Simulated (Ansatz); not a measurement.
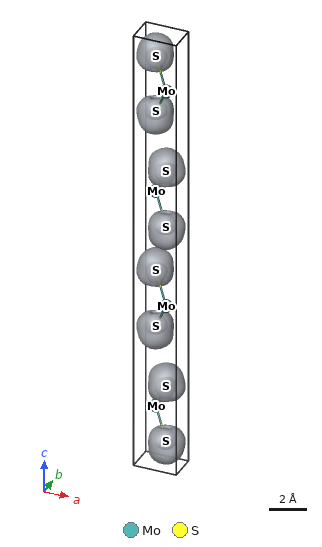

*MoS$_{2}$. Isosurface of the electron localisation function at 0.75 (grey), seen slightly off an axis. Only the valence region is drawn (cores and ρ < 0.01 e/Å³ removed). Sticks mark near contacts.*

Space group P6₃/mmc; a structure from a database of computed crystals, not necessarily the ambient phase; computed without spin polarisation.

Level of theory: DFT PBE+D3(BJ), scalar-relativistic, plane waves, PAW (Ansatz 0.2.0).

In a PAW calculation such maps are meaningful between the atoms, not at the nuclei.

What do the ELF domains correspond to?

At this value the surface marks out eight regions wrapped around S (the valence shell of each), counted in one cell of 12 atoms. Any copies at cell faces, edges or corners count once. Profiles from the grid: Mo–S (2.40 Å): the ELF peaks at about 0.85 in the valence shell of S, 0.8 Å from its nucleus, and is about 0.45 at the midpoint.
